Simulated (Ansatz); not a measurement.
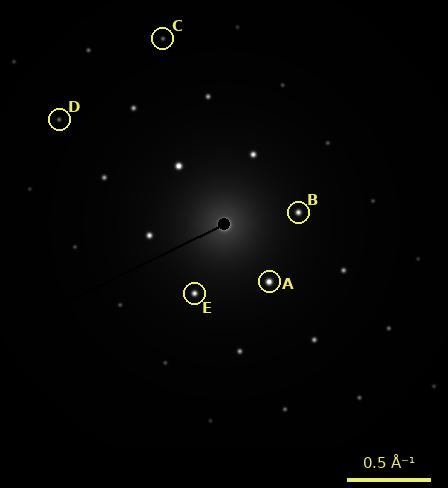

Simulated selected-area electron diffraction pattern (120 kV, kinematic approximation, thin crystal, B = 1 Å² for all atoms). The zone axis points towards the electron source and the pattern is seen from the source side.

Al2Cu, space group P6/mmm (No. 191), a = 4.518 Å, c = 2.663 Å (hexagonal axes). Structure: coordinates from a relaxation with Ansatz, DFT PBE, scalar-relativistic, plane waves, PAW; the starting structure was generated, so it need not be a known form of this composition.

Spot A is indexed -1 2 0 and spot B -1 1 1.

Question: Index the other marked spots.

Answer: C = −3A + B = 2 -5 1 (d = 0.851 Å). D = −2A − B = 3 -5 -1 (d = 0.851 Å). E = A − B = 0 1 -1 (d = 2.201 Å).

Question: Give [uvw].

Answer: The cross product of A and B is parallel to [211]; every spot obeys hu + kv + lw = 0.

Question: What are the spacings of A and B and the angle between them?

Answer: d(A) = 2.259 Å, d(B) = 2.201 Å, and the angle is 60.8°.
